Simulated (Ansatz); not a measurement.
# Al(111) / 1 layer Rh(111) / Al(111): resistance against film thickness, part 2 of 2

Aim: what a thin film of another metal adds to the resistance, first Al(111) / 1 layer Rh(111) / Al(111).

Ansatz 0.2.0; Ansatz plane-wave DFT, PBE, PAW files; ballistic transport by layer matching (Landauer), zero bias.

So far. Step 2 (With 1 layer): The lead's potential steps by 9.1 meV from period to period, small in itself. The program estimates the junction's conductance to 4.5 % from the k-mesh, 0.3 % from the leads' distance from neutral and 2.2 % from their steps. Step 3 (With 3 layers, k-mesh 15×15×1, film layers 3): The conductance of the junction is 6.6e14 S/m², 27 % under the 9.1e14 S/m² of the last finished run.

### 4. With 5 layers, k-mesh 15×15×1, film layers 5

The stack now holds 5 film layers; the k-mesh follows the cell, and the energies span -0.27 to 0.27 eV.

System of this step: Al(111) / 5 layers Rh(111) / Al(111). The cell holds 13 atoms: 8 Al and 5 Rh. Cell: a = 2.862 Å, b = 2.862 Å, c = 28.435 Å, α = 92.9°, β = 87.1°, γ = 120.0°. It derives from Al and Rh. Regions: lead, 8 atoms (8 Al); films, 5 atoms (5 Rh). The structure is stacked along c, and the current runs across the ab planes.

input.yaml

```yaml
crystal:
  lattice:
    - [2.862347037, 0.0, 0.0]
    - [-1.4311735185, 2.4788652485, 0.0]
    - [1.4311735185, -0.8262884162, 28.3873139615]
  atoms:
    - { symbol: Al, position: [0.9862785153, 0.0137214847, 0.0411644542] }
    - { symbol: Al, position: [0.2921688792, 0.7078311208, 0.1234933625] }
    - { symbol: Al, position: [0.598059243, 0.401940757, 0.2058222709] }
    - { symbol: Al, position: [0.9039496069, 0.0960503931, 0.2881511792] }
    - { symbol: Rh, position: [0.2121824978, 0.7878175022, 0.3634525067] }
    - { symbol: Rh, position: [0.5227579156, 0.4772420844, 0.4317262533] }
    - { symbol: Rh, position: [0.8333333333, 0.1666666667, 0.5] }
    - { symbol: Rh, position: [0.1439087511, 0.8560912489, 0.5682737467] }
    - { symbol: Rh, position: [0.4544841689, 0.5455158311, 0.6365474933] }
    - { symbol: Al, position: [0.7627170597, 0.2372829403, 0.7118488208] }
    - { symbol: Al, position: [0.0686074236, 0.9313925764, 0.7941777291] }
    - { symbol: Al, position: [0.3744977875, 0.6255022125, 0.8765066375] }
    - { symbol: Al, position: [0.6803881514, 0.3196118486, 0.9588355458] }
kpoints:
  mp_grid: { grid: [15, 15, 1] }
hamiltonian:
  xc: pbe
scf:
  occupations: { method: fermi_dirac, width: 0.1 }
output:
  transmission:
    leads: [[0, 1]]
    kmesh: [30, 30]
    e_range: [-0.27, 0.27]
    de: 0.036
  write_potential: true
  write_density: true
  volumetric_format: npy
```

Started as:

```
$ ansatz run input.yaml --threads 4 --pin off --max-ram 8192MiB --backend cpu --events-out ev --progress --plain --runs-dir out
```

Numbers of over 12 decimals in the logs are rounded to 6 here.

What it wrote:

```text
[...]
Crystal: 13 atoms, lattice volume = 201.419 Å³
Basis set: ecut = 420 eV, 3959 PW (Γ)
Bands: 68, of which v1, the nominal top of the filled ones, is band 55 counted from 1 (54 counted from 0)
Symmetry: 4 space group operations
k-points: 64 of 225
[...]
--- Transmission ---
  basis      : 61 plane waves across, 43 finite elements along
  points     : 241, standing for a mesh of 30 x 30
[...]
filled         : 13.7 meV over the level at which it is neutral
    channels       : 1.354444e0 a spin
[...]
slowest decay  : 0.0636 /Å at (0.4000, 0.3000)
  junction   : crystal 0 to crystal 0, 0.70 to 26.75 Å
    transmission   : 6.503934e-1 a spin
[...]
resistance     : 7.9013e-4 Ω µm² beyond half of each lead's own
[key lines of the parts left out:]
SCF converged after 8 iterations
Free energy (F): -36314.382991 eV
Fermi energy:    12.789560 eV
```

Run time: 2.4 min. Hardware: 4 threads of Arm Neoverse V1, shared host; peak memory 0.94 GiB; 8.6 min of CPU time.

Numbers from this step:

```
free energy                                                                : -36314.3830 eV
energy at zero smearing                                                    : -36314.1967 eV
Fermi energy                                                               : 12.79 eV
step of the lead's potential                                               : 7.5 meV
estimated errors of the lead's conductance                                 : 0, 3.7, 0.2 % (band edges, k-mesh, distance from neutral)
lead conductance per cell                                                  : 1.351 G₀
conductance of the junction                                                : 6.81e14 S/m²
junction conductance per cell                                              : 0.6239 G₀
estimated errors of the junction's conductance                             : 0.4, 0, 6.1, 8.9, 2 % (energy step, band edges, k-mesh, leads' steps, distance from neutral)
area resistance that the stack adds (contact term taken off, spin by spin) : 0.7901 fΩ m²
```

Per spin. The transmission, zone mean by energy, zero at the Fermi level:

```
energy (eV)  transmission, zone mean
     -0.270                    0.503
     -0.234                    0.504
     -0.198                    0.512
     -0.162                    0.540
     -0.126                    0.536
     -0.090                    0.531
     -0.054                    0.572
     -0.018                    0.607
      0.018                    0.650
      0.054                    0.672
      0.090                    0.694
      0.126                    0.692
      0.162                    0.710
      0.198                    0.740
      0.234                    0.800
      0.270                    0.836
```

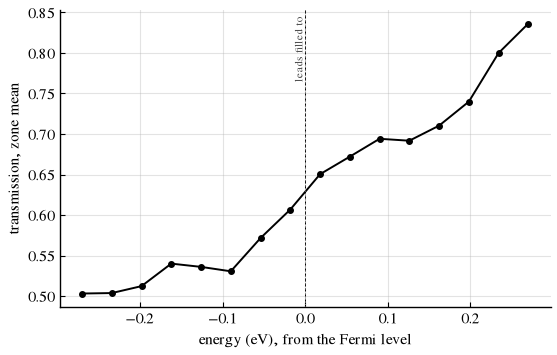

Transmission, zone mean against energy.

The conductance of the junction is 6.8e14 S/m², 3.2 % over the 6.6e14 S/m² of the last finished run, within the error estimates, leads' steps apart, of 5 and 6.1 %.

### 5. With 7 layers, k-mesh 15×15×1, film layers 7

The stack now holds 7 film layers; the k-mesh follows the cell, and the energies span -0.27 to 0.27 eV.

System of this step: Al(111) / 7 layers Rh(111) / Al(111). The cell holds 15 atoms: 8 Al and 7 Rh. Its edges and angles: a = 2.862 Å, b = 2.862 Å, c = 32.264 Å, α = 90.0°, β = 90.0°, γ = 120.0°. It derives from Al and Rh. Regions: lead, 8 atoms (8 Al); films, 7 atoms (7 Rh). The structure is stacked along c, and the current runs across the ab planes.

input.yaml, the sections that differ from step 4:

```yaml
crystal:
  lattice:
    - [2.862347037, 0.0, 0.0]
    - [-1.4311735185, 2.4788652485, 0.0]
    - [0.0, 0.0, 32.2635305247]
  atoms:
    - { symbol: Al, position: [0.0, 0.0, 0.0362188597] }
    - { symbol: Al, position: [0.3333333333, 0.6666666667, 0.108656579] }
    - { symbol: Al, position: [0.6666666667, 0.3333333333, 0.1810942984] }
    - { symbol: Al, position: [0.0, 0.0, 0.2535320177] }
    - { symbol: Rh, position: [0.3333333333, 0.6666666667, 0.3197864663] }
    - { symbol: Rh, position: [0.6666666667, 0.3333333333, 0.3798576442] }
    - { symbol: Rh, position: [0.0, 0.0, 0.4399288221] }
    - { symbol: Rh, position: [0.3333333333, 0.6666666667, 0.5] }
    - { symbol: Rh, position: [0.6666666667, 0.3333333333, 0.5600711779] }
    - { symbol: Rh, position: [0.0, 0.0, 0.6201423558] }
    - { symbol: Rh, position: [0.3333333333, 0.6666666667, 0.6802135337] }
    - { symbol: Al, position: [0.6666666667, 0.3333333333, 0.7464679823] }
    - { symbol: Al, position: [0.0, 0.0, 0.8189057016] }
    - { symbol: Al, position: [0.3333333333, 0.6666666667, 0.891343421] }
    - { symbol: Al, position: [0.6666666667, 0.3333333333, 0.9637811403] }
# kpoints, hamiltonian, scf, output: as in step 4
```

What it wrote:

```text
[...]
Crystal: 15 atoms, lattice volume = 228.922 Å³
Basis set: ecut = 420 eV, 4499 PW (Γ)
Bands: 87, of which v1, the nominal top of the filled ones, is band 72 counted from 1 (71 counted from 0)
Symmetry: 12 space group operations
[...]
k-points: 27 of 225
[...]
--- Transmission ---
  basis      : 61 plane waves across, 50 finite elements along
  points     : 91, standing for a mesh of 30 x 30
[...]
filled         : 18.9 meV over the level at which it is neutral
    channels       : 1.354444e0 a spin
[...]
slowest decay  : 0.0624 /Å at (0.3000, 0.3000)
  junction   : crystal 0 to crystal 0, 0.70 to 30.62 Å
    transmission   : 6.437573e-1 a spin
[...]
resistance     : 7.7136e-4 Ω µm² beyond half of each lead's own
[key lines of the parts left out:]
SCF converged after 8 iterations
Free energy (F): -49119.478636 eV
Fermi energy:    13.938912 eV
```

It took 70 s on 4 threads; peak memory 0.91 GiB.

This step gave:

```yaml
free_energy: -49119.4786 eV
energy_at_zero_smearing: -49119.2450 eV
fermi_energy: 13.94 eV
step_of_the_lead_s_potential: 6.4 meV
estimated_errors_of_the_lead_s_conductance: 0, 3.8, 0.3 % (band edges, k-mesh, distance from neutral)
lead_conductance_per_cell: 1.353 G₀
conductance_of_the_junction: 6.90e14 S/m²
junction_conductance_per_cell: 0.6323 G₀
estimated_errors_of_the_junction_s_conductance: 0.2, 0, 6.7, 7.7, 1.3 % (energy step, band edges, k-mesh, leads' steps, distance from neutral)
area_resistance_that_the_stack_adds_contact_term_taken_off_spin_by_spin: 0.7714 fΩ m²
```

Per spin. Table of transmission, zone mean by energy, zero at the Fermi level:

```
energy (eV)  transmission, zone mean
     -0.270                    0.527
     -0.234                    0.561
     -0.198                    0.571
     -0.162                    0.575
     -0.126                    0.613
     -0.090                    0.605
     -0.054                    0.595
     -0.018                    0.633
      0.018                    0.644
      0.054                    0.636
      0.090                    0.676
      0.126                    0.726
      0.162                    0.694
      0.198                    0.708
      0.234                    0.731
      0.270                    0.719
```

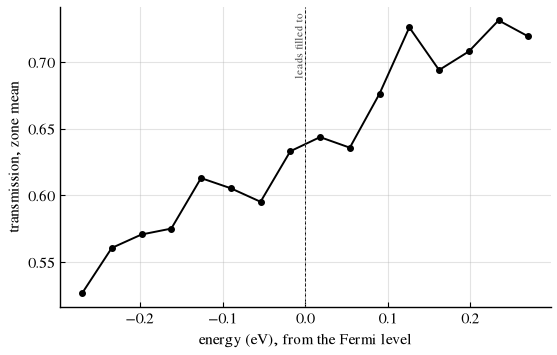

Transmission, zone mean against energy.

The conductance of the junction is 6.9e14 S/m², 1.3 % over the 6.8e14 S/m² of the last finished run, within the error estimates, leads' steps apart, of 6.1 and 6.7 %.

### 6. With 9 layers, k-mesh 15×15×1, film layers 9

The stack now holds 9 film layers; the k-mesh follows the cell, and the energies span -0.27 to 0.27 eV.

System of this step: Al(111) / 9 layers Rh(111) / Al(111). The cell holds 17 atoms: 8 Al and 9 Rh. Its edges and angles: a = 2.862 Å, b = 2.862 Å, c = 36.178 Å, α = 87.7°, β = 92.3°, γ = 120.0°. It derives from Al and Rh. Regions: lead, 8 atoms (8 Al); films, 9 atoms (9 Rh). The structure is stacked along c, and the current runs across the ab planes.

input.yaml

```yaml
crystal:
  lattice:
    - [2.862347037, 0.0, 0.0]
    - [-1.4311735185, 2.4788652485, 0.0]
    - [-1.4311735185, 0.8262884162, 36.139747088]
  atoms:
    - { symbol: Al, position: [0.0107780526, 0.9892219474, 0.0323341578] }
    - { symbol: Al, position: [0.3656674911, 0.6343325089, 0.0970024733] }
    - { symbol: Al, position: [0.7205569296, 0.2794430704, 0.1616707889] }
    - { symbol: Al, position: [0.0754463682, 0.9245536318, 0.2263391045] }
    - { symbol: Rh, position: [0.4284957814, 0.5715042186, 0.2854873442] }
    - { symbol: Rh, position: [0.7797051694, 0.2202948306, 0.3391155082] }
    - { symbol: Rh, position: [0.1309145574, 0.8690854426, 0.3927436721] }
    - { symbol: Rh, position: [0.4821239454, 0.5178760546, 0.4463718361] }
    - { symbol: Rh, position: [0.8333333333, 0.1666666667, 0.5] }
    - { symbol: Rh, position: [0.1845427213, 0.8154572787, 0.5536281639] }
    - { symbol: Rh, position: [0.5357521093, 0.4642478907, 0.6072563279] }
    - { symbol: Rh, position: [0.8869614973, 0.1130385027, 0.6608844918] }
    - { symbol: Rh, position: [0.2381708853, 0.7618291147, 0.7145126558] }
    - { symbol: Al, position: [0.5912202985, 0.4087797015, 0.7736608955] }
    - { symbol: Al, position: [0.946109737, 0.053890263, 0.8383292111] }
    - { symbol: Al, position: [0.3009991756, 0.6990008244, 0.9029975267] }
    - { symbol: Al, position: [0.6558886141, 0.3441113859, 0.9676658422] }
kpoints:
  mp_grid: { grid: [15, 15, 1] }
hamiltonian:
  xc: pbe
scf:
  occupations: { method: fermi_dirac, width: 0.1 }
output:
  transmission:
    leads: [[0, 1]]
    kmesh: [30, 30]
    e_range: [-0.27, 0.27]
    de: 0.036
  write_potential: true
  write_density: true
  volumetric_format: npy
```

What it wrote:

```text
[...]
Crystal: 17 atoms, lattice volume = 256.425 Å³
Basis set: ecut = 420 eV, 5041 PW (Γ)
Bands: 107, of which v1, the nominal top of the filled ones, is band 89 counted from 1 (88 counted from 0)
Symmetry: 4 space group operations
k-points: 64 of 225
[...]
--- Transmission ---
  basis      : 61 plane waves across, 56 finite elements along
  points     : 241, standing for a mesh of 30 x 30
[...]
filled         : 18.6 meV over the level at which it is neutral
    channels       : 1.354444e0 a spin
[...]
slowest decay  : 0.0624 /Å at (0.3000, 0.3000)
  junction   : crystal 0 to crystal 0, 0.70 to 34.50 Å
    transmission   : 5.586871e-1 a spin
[...]
resistance     : 9.3671e-4 Ω µm² beyond half of each lead's own
[key lines of the parts left out:]
SCF converged after 8 iterations
Free energy (F): -61924.538148 eV
Fermi energy:    14.835845 eV
```

Wall time 4.1 min (4 threads); peak memory 1.6 GiB.

Numbers from this step:

```yaml
free_energy: -61924.5381 eV
energy_at_zero_smearing: -61924.2387 eV
fermi_energy: 14.84 eV
step_of_the_lead_s_potential: 7.7 meV
lead_conductance_per_cell: 1.352 G₀
conductance_of_the_junction: 6.20e14 S/m²
junction_conductance_per_cell: 0.5674 G₀
estimated_errors_of_the_junction_s_conductance: 0.1, 0, 5.5, 14.1, 1.1 % (energy step, band edges, k-mesh, leads' steps, distance from neutral)
area_resistance_that_the_stack_adds_contact_term_taken_off_spin_by_spin: 0.9367 fΩ m²
```

Per spin. The transmission, zone mean by energy, zero at the Fermi level:

```
energy (eV)  transmission, zone mean
     -0.270                    0.510
     -0.234                    0.535
     -0.198                    0.590
     -0.162                    0.584
     -0.126                    0.546
     -0.090                    0.550
     -0.054                    0.544
     -0.018                    0.571
      0.018                    0.559
      0.054                    0.614
      0.090                    0.630
      0.126                    0.623
      0.162                    0.668
      0.198                    0.712
      0.234                    0.722
      0.270                    0.735
```

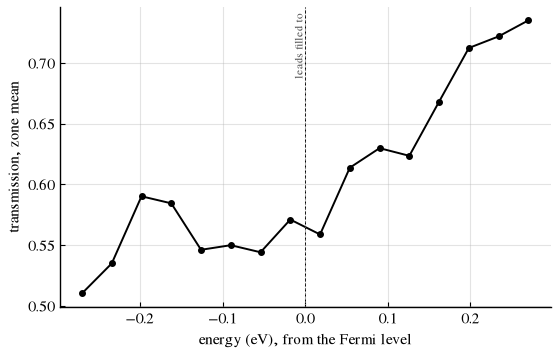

Transmission, zone mean, plotted against energy.

The conductance of the junction is 6.2e14 S/m², 10 % under the 6.9e14 S/m² of the last finished run, no more than the error estimates, leads' steps apart, of 6.7 and 5.5 % together. The estimate from the leads' steps, 14 %, is larger still.

### 7. All levels side by side

Times are for 4 threads of Arm Neoverse V1, shared host. Results by setting:

```
no.  film layers  area resistance that the stack adds (contact term taken off, spin by spin) (fΩ m²)  conductance of the junction (S/m²)     time  memory (GiB)
  1            1                                                                              0.4205                             9.10e14     71 s          0.53
  2            3                                                                              0.8382                             6.60e14  1.7 min          0.74
  3            5                                                                              0.7901                             6.81e14  2.4 min          0.94
  4            7                                                                              0.7714                             6.90e14     70 s          0.91
  5            9                                                                              0.9367                             6.20e14  4.1 min           1.6
```

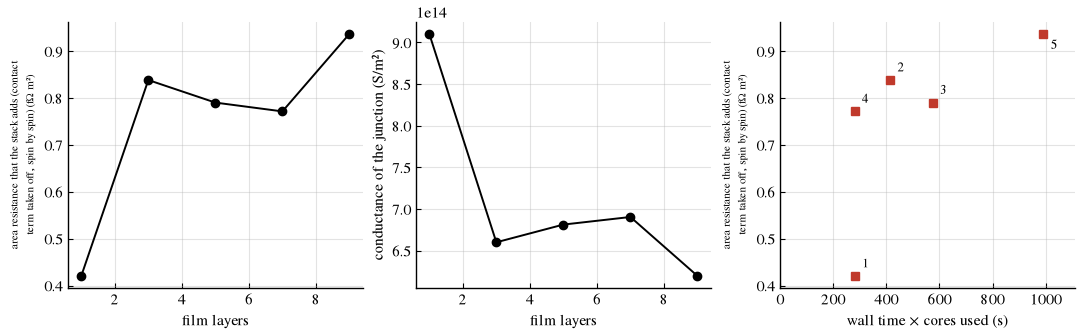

The series as plots; the last panel sets the first result against cost, with the runs numbered as in the table.

### 8. With 3 layers

This step: Ansatz plane-wave DFT, PBE, PAW files; ballistic transport by layer matching (Landauer), zero bias; changed: magnetization = {"spin_polarized": true, "spin_orbit": true}, hamiltonian.pseudopotentials = {"kind": "nc"}, scf.max_iter = 60 (Ansatz 0.2.0).

System of this step: Al(111) / 3 layers Rh(111) / Al(111). The cell holds 11 atoms: 8 Al and 3 Rh. Its edges and angles: a = 2.862 Å, b = 2.862 Å, c = 24.567 Å, α = 86.7°, β = 93.3°, γ = 120.0°. It derives from Al and Rh. Regions: lead, 8 atoms (8 Al); films, 3 atoms (3 Rh). The structure is stacked along c, and the current runs across the ab planes.

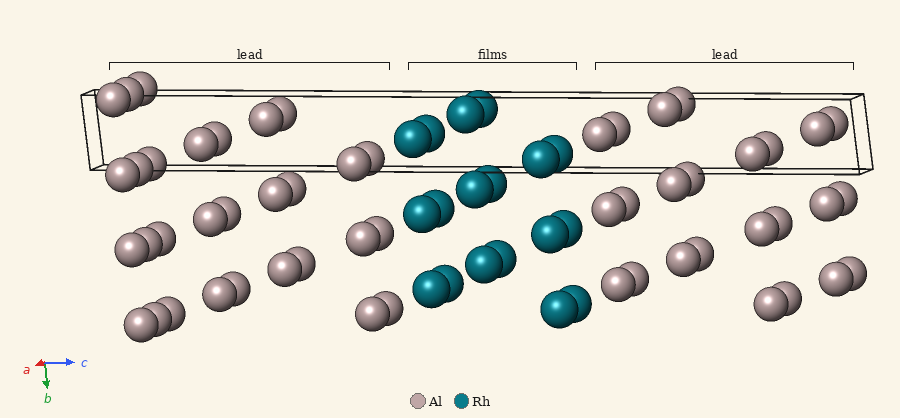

The cell of this step (aluminium light grey, rhodium blue). 2×3×1 cells are drawn. Some periodic images of atoms are drawn too.

input.yaml

```yaml
crystal:
  lattice:
    - [2.862347037, 0.0, 0.0]
    - [-1.4311735185, 2.4788652485, 0.0]
    - [-1.4311735185, 0.8262884162, 24.5110973982]
  atoms:
    - { symbol: Al, position: [0.015891418, 0.984108582, 0.0476742541] }
    - { symbol: Al, position: [0.3810075874, 0.6189924126, 0.1430227622] }
    - { symbol: Al, position: [0.7461237568, 0.2538762432, 0.2383712703] }
    - { symbol: Al, position: [0.1112399261, 0.8887600739, 0.3337197784] }
    - { symbol: Rh, position: [0.4736431183, 0.5263568817, 0.420929355] }
    - { symbol: Rh, position: [0.8333333333, 0.1666666667, 0.5] }
    - { symbol: Rh, position: [0.1930235483, 0.8069764517, 0.579070645] }
    - { symbol: Al, position: [0.5554267405, 0.4445732595, 0.6662802216] }
    - { symbol: Al, position: [0.9205429099, 0.0794570901, 0.7616287297] }
    - { symbol: Al, position: [0.2856590793, 0.7143409207, 0.8569772378] }
    - { symbol: Al, position: [0.6507752486, 0.3492247514, 0.9523257459] }
kpoints:
  mp_grid: { grid: [15, 15, 1] }
hamiltonian:
  xc: pbe
  pseudopotentials: { kind: nc }
scf:
  occupations: { method: fermi_dirac, width: 0.1 }
  max_iter: 60
output:
  transmission:
    leads: [[0, 1]]
    kmesh: [30, 30]
    e_range: [-0.27, 0.27]
    de: 0.036
  write_potential: true
  write_density: true
  volumetric_format: npy
magnetization:
  spin_polarized: true
  spin_orbit: true
```

What it wrote:

```text
Error: 2 input errors — fix all and re-run
  1. inconsistent input (magnetization.spin_orbit, magnetization.noncollinear): true requires noncollinear: true — spin–orbit coupling acts on 2-spinor wavefunctions; set both flags
  2. inconsistent input (magnetization.spin_orbit, hamiltonian.pseudopotentials.kind): true requires a fully-relativistic hamiltonian.pseudopotentials.kind (nc_fr or paw_fr), or kind: all_electron without datasets and azcp, which then solves Dirac's equation on LAPW. paw_fr resolves this project's PAW files (source: ansatz) by j as it reads them
```

Run time: 0.03 s. Hardware: 4 threads; peak memory 0.031 GiB.

The input was rejected at the start.

The program's message: “Error: 2 input errors — fix all and re-run”

The change that led to it: magnetization and hamiltonian.pseudopotentials = {"kind": "nc"}.

### 9. Summary of results

```yaml
area_resistance_1_layer: 0.420 fΩ m²
area_resistance_3_layers: 0.838 fΩ m²
area_resistance_5_layers: 0.790 fΩ m²
area_resistance_7_layers: 0.771 fΩ m²
area_resistance_9_layers: 0.937 fΩ m²
```

In words: The stack adds 0.42 fΩ m² with 1 layer and 0.94 fΩ m² with 9. From 3 layers on no step exceeds the two runs' error estimates together, as expected where only the two interfaces scatter; half the mean, 0.42 fΩ m², is a rough coherent figure for one interface. Atoms sit on ideal sites and aren't relaxed. Rh(111) is stretched by 6.4 % in plane to fit Al(111).

[Logs are printed without paths, hosts, clocks, repeated set-up lines and the standing remarks that a program may print on its own settings, such as how far it seeks lower states.]

[Hosts, paths, dates, database ids (printed as entryN), source tags and the programs' standing remarks are cut or masked in the printed files.]
